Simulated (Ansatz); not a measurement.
Here is a crystal structure:

```cif
data_structure
_symmetry_space_group_name_H-M 'P 1'
_symmetry_Int_Tables_number 1
_cell_length_a 5.4399
_cell_length_b 5.4399
_cell_length_c 3.2036
_cell_angle_alpha 90.000
_cell_angle_beta 90.000
_cell_angle_gamma 90.000
_cell_volume 94.80
loop_
_atom_site_label
_atom_site_type_symbol
_atom_site_fract_x
_atom_site_fract_y
_atom_site_fract_z
_atom_site_occupancy
Zn1 Zn 0.18218 0.18218 0.50000 1
Zn2 Zn 0.81782 0.81782 0.50000 1
Zn3 Zn 0.68218 0.31782 0.00000 1
Zn4 Zn 0.31782 0.68218 0.00000 1
O1 O 0.81789 0.18211 0.50000 1
O2 O 0.18211 0.81789 0.50000 1
O3 O 0.68211 0.68211 0.00000 1
O4 O 0.31789 0.31789 0.00000 1
```

Question: Characterise the structure given above.

Answer: The material is ZnO. Space group P4_2/mnm (No. 136), lattice primitive tetragonal. One cell contains 4 Zn, 4 O, 8 atoms in all. Zn bonds to four O in a distorted tetrahedral arrangement at 1.91 to 1.98 Å. O bonds to four Zn in a distorted tetrahedral arrangement at 1.91 to 1.98 Å. The bonds build a three-dimensional framework.

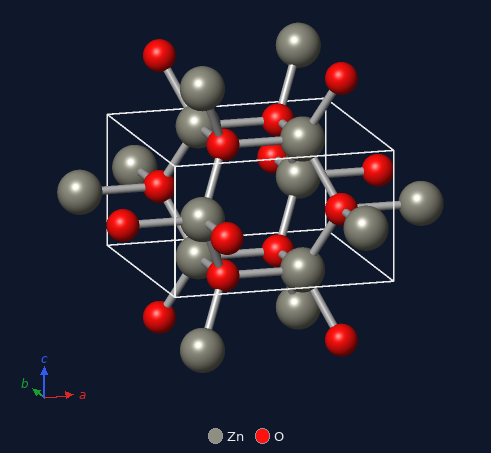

The figure gives a ball-and-stick picture of the atoms, viewed slightly off an axis. The lines enclose the conventional unit cell; boundary atoms appear with their images. Bonds that leave the box are completed with the atoms at their other ends. Colours: zinc grey, oxygen red.

The initial geometry was a structure listed in the Materials Project. Earlier steps of the study may have refined or changed the cell and positions. An electronic-structure calculation with Ansatz was run on it.
